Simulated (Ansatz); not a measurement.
System: Ni₃Ge.

Input

```
crystal:
  lattice:
    - [3.7009280808, -0.7401856162, -0.7401856162]
    - [-0.7401856162, 3.7009280808, -0.7401856162]
    - [-0.7401856162, -0.7401856162, 3.7009280808]
  atoms:
    - { symbol: Ni, position: [0.5, 0.0, 0.5] }
    - { symbol: Ni, position: [0.0, 0.5, 0.5] }
    - { symbol: Ni, position: [0.5, 0.5, 0.0] }
    - { symbol: Ge, position: [0.0, 0.0, 0.0] }
basis:
  ecutwfc: 420
kpoints:
  mp_grid: { grid: [16, 16, 16] }
hamiltonian:
  xc: pbesol
scf:
  occupations: { method: gaussian, width: 0.15 }
output:
  forces: true
  stress: true
  eigenvalues: true
  write_density: true
  write_potential: true
  elf: true
  volumetric_format: npy
```

Launched as:

```sh
ansatz run input.yaml --threads 1 --pin off --max-ram 2560MiB --backend cpu --events-out ev --progress --plain --runs-dir out
```

Below, planes, directions and counts refer to the conventional cell (a = 4.44 Å, b = 4.44 Å, c = 4.44 Å, α = 90.00°, β = 90.00°, γ = 90.00°).

Space group Im-3m; a structure from a database of computed crystals, not necessarily the ambient phase; computed pressure about 36 GPa in this cell; computed without spin polarisation.

Computed with DFT PBEsol, scalar-relativistic, plane waves, PAW in Ansatz 0.2.0.

Q: What will maps of the valence pseudo-density and electron localisation function show?

A: Ni–Ni (2.22 Å): ρ is about 0.5 e/Å³ halfway; the ELF is about 0.25 at the midpoint: no shared electron pair shows on this line.
Ni–Ge (2.22 Å): the density is about 0.55 e/Å³ at the midpoint; the ELF is about 0.35 at the midpoint.

Q: Does the calculation make it a metal, or give it a gap?

A: It is metallic or semimetallic at this level of theory: no gap opens.

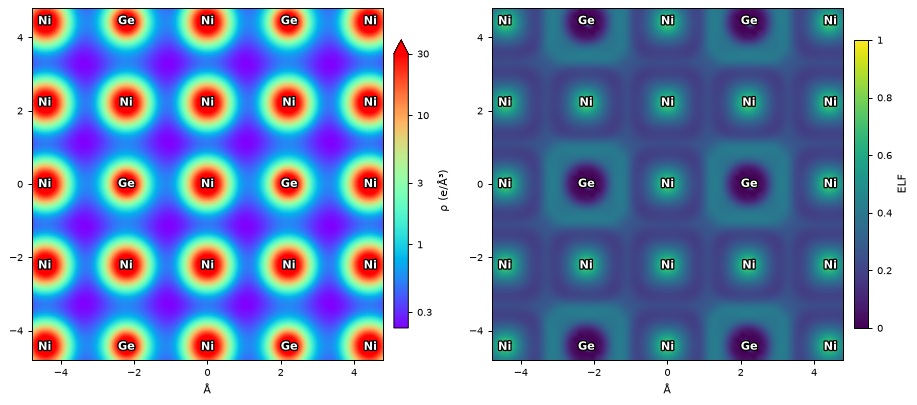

Computed valence pseudo-density and electron localisation function on the (001) plane of the conventional cell, in this order. 

In a PAW calculation such maps are meaningful between the atoms, not at the nuclei.
